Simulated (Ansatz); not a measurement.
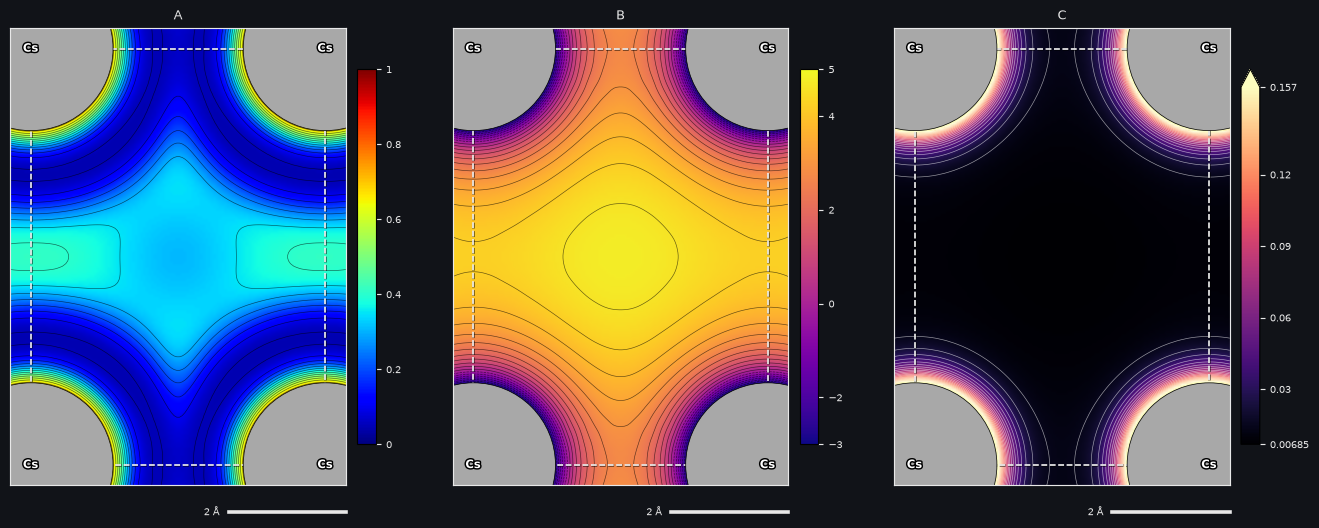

Cs: 3 fields on the (110) plane of the conventional cell, with unlabelled colour scales. Grey discs cover the atomic cores.

Space group Pm-3m; computed without spin polarisation.

Level of theory: DFT, PBE, PAW with Ansatz's default frozen-core files, scalar-relativistic in Ansatz.

Q: Which field does each panel show? The fields are: electron localisation function, electrostatic potential energy of an electron and valence pseudo-density.

A: Panel A: electron localisation function. Panel B: electrostatic potential energy of an electron (low next to the atoms, rising into the space between them). Panel C: valence pseudo-density. From the grid: Cs–Cs (5.02 Å): ρ is about 0.01 e/Å³ halfway; the ELF is about 0.05 at the midpoint (no shared electron pair shows on this line).
